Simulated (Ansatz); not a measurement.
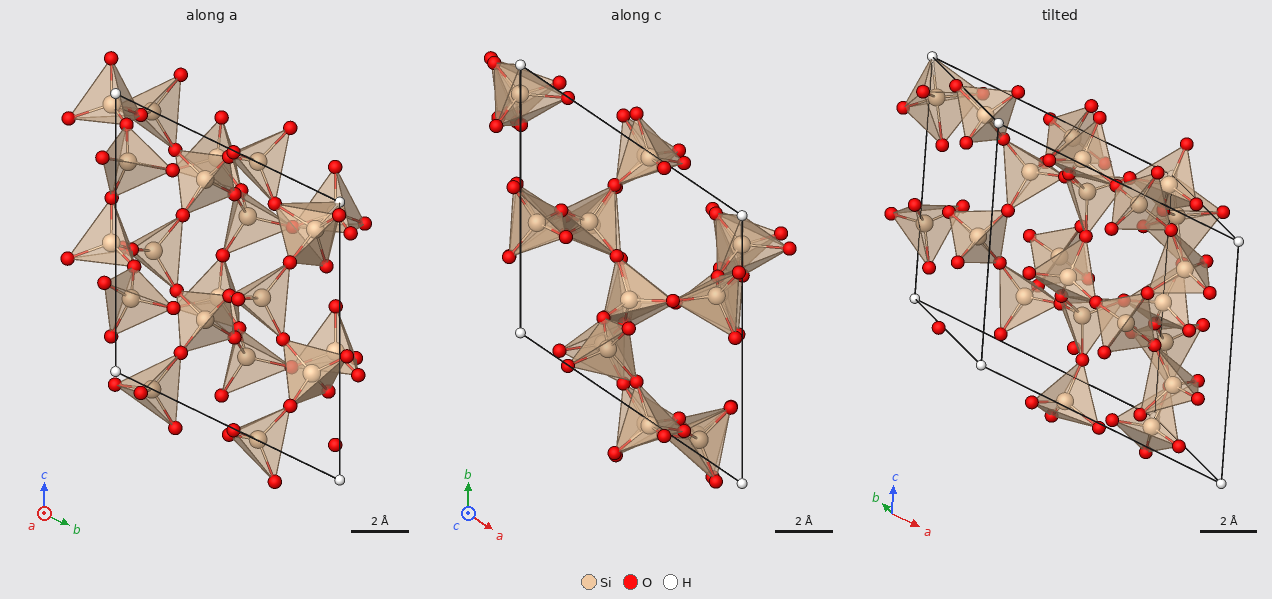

A polyhedral rendering, viewed along the a axis, along the c axis and slightly off an axis. Atoms at the boundary of the simulation cell (the box) are drawn once for each face, edge or corner they touch. Some atoms of the next cells are drawn as well. Cell: a = 9.838 Å, b = 9.838 Å, c = 10.094 Å, α = 104.86°, β = 104.86°, γ = 117.35°.

Write a short crystallographic description.

The material is Si16HO32. Its symmetry is the lowest possible, P1. The cell comprises 1 formula unit: 16 Si, 1 H, 32 O. O is coordinated by two Si at about 1.6 to 1.8 Å. The coordination shell of H holds one Si at about 1.5 Å. The bonds build a three-dimensional framework.

The structure comes from a structure listed in the Materials Project, repeated into a supercell with a point defect put in. The atoms were relaxed in a fixed cell with DFT PBE, scalar-relativistic, plane waves, PAW in Ansatz 0.2.0.
